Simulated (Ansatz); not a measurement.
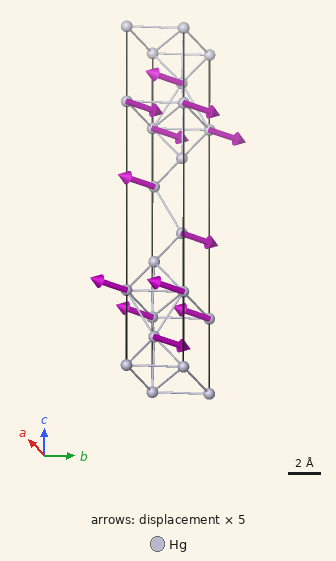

A relaxation of crystalline Hg (set up in C2/m). The starting structure is drawn; purple arrows show the displacements (the part carried along by the change of the cell is left out), magnified 5 times.

Style: ball-and-stick. Shown: the conventional cell (3 times the calculation's cell), from a free direction. Lengths and directions refer to the drawn axes.

These are results of Ansatz 0.2.0, DFT PBE+D3(BJ), scalar-relativistic, plane waves, PAW, not measurements. Set-up: plane-wave cutoff 420 eV; k-point mesh 12 × 12 × 4; occupations gaussian; smearing width 0.02 eV; no spin polarisation; cell and atoms relaxed; force threshold 0.005 eV/Å; at most 80 steps.

What did the optimiser do to the structure, and how much energy did it gain?

Answer. The energy falls by 0.163 eV per cell of the calculation in 14 accepted moves (20 points after the start). Largest force component: 0.0013 eV/Å at the start, 0.00017 eV/Å at the end. Pressure: −1.73 GPa at the start and −0.01 GPa at the end. The line search rejected the trial steps at points 4, 10, 15, 18 of the run. At 2 points the geometry stayed and the basis and grid were re-selected for the new cell (energy shift of 3.8 meV per cell of the calculation at most each time). The largest moves relative to the cell, 0.55 Å, are those of Hg atoms. The volume changes by −20.3 %, with a = b 3.606 → 3.229 Å (−10.4 %), c 25.332 → 23.269 Å (−8.1 %), α 90.0° → 85.6°, β 90.0° → 94.4°, γ 119.9° → 109.8°. Near-neighbour distances that change, for instance: Hg–Hg 3.606 → 3.229 Å, Hg–Hg 3.519 → 3.175 Å, Hg–Hg 3.458 → 3.175 Å, Hg–Hg 3.469 → 3.687 Å. The space group stays C2/m (No. 12). The run took roughly 4 core-minutes on a shared host.
